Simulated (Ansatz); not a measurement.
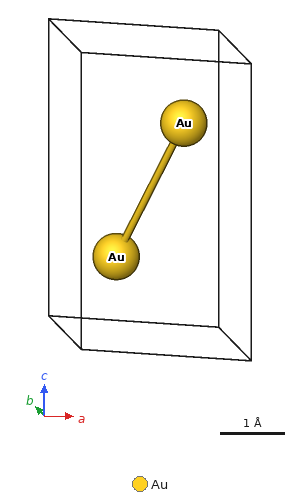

Phonons of crystalline Au, at the zone centre. A ball-and-stick model of the conventional cell, seen slightly off an axis. Lengths and directions refer to the drawn axes.

Computed with DFT PBEsol, scalar-relativistic, plane waves, PAW in Ansatz.

Input
```yaml
crystal:
  lattice:
    - [1.4317814687, -2.4799683577, 0.0]
    - [1.4317814687, 2.4799683577, 0.0]
    - [0.0, 0.0, 4.7983151579]
  atoms:
    - { symbol: Au, position: [0.6666493026, 0.3333506974, 0.25] }
    - { symbol: Au, position: [0.3333506974, 0.6666493026, 0.75] }
basis:
  ecutwfc: 420
kpoints:
  mp_grid: { grid: [16, 16, 10] }
hamiltonian:
  xc: pbesol
scf:
  occupations: { method: fermi_dirac, width: 0.15 }
output:
  eigenvalues: true
phonons:
  method: dfpt
  eigenvectors: true
  qmesh: [4, 4, 2]
  temperatures: { t_max: 1000, t_step: 100 }
  qpath:
    path:
      - [[0.0, 0.0, 0.0], [-5.05e-06, 0.50000126, 0.0], [-0.33334091, 0.66667172, 0.0], [0.0, 0.0, 0.0], [0.0, 0.0, 0.5], [-5.05e-06, 0.50000126, 0.5], [-0.33334091, 0.66667172, 0.5], [0.0, 0.0, 0.5]]
      - [[-5.05e-06, 0.50000126, 0.5], [-5.05e-06, 0.50000126, 0.0]]
      - [[-0.33334091, 0.66667172, 0.5], [-0.33334091, 0.66667172, 0.0]]
    npoints: 8
```

Launched with:
```bash
ansatz run input.yaml --threads 2 --pin off --max-ram 6144MiB --backend cpu --events-out ev --progress --plain --runs-dir out
```

The frequencies depend somewhat on the k-mesh and the smearing.

Question: List the optical modes.

Answer: The calculation's cell holds 2 atoms, so there are 3 optical modes, in 2 levels. The optical modes span E₂g + B₁g. No level is unstable.

| level | symmetry | frequency (cm⁻¹) | activity |
| --- | --- | --- | --- |
| 1 | E₂g | 40 | Raman-active |
| 2 | B₁g | 146 | silent |

The modes drawn as arrows (one member of each degenerate set):

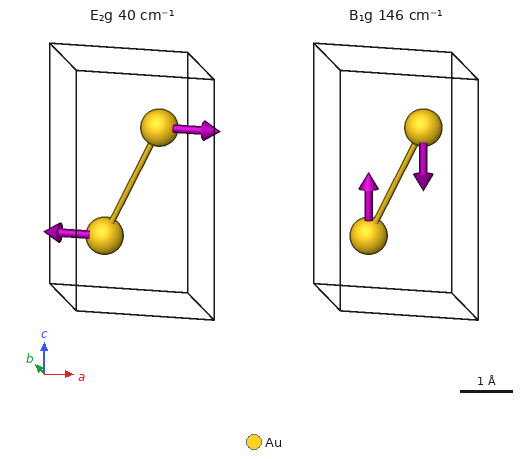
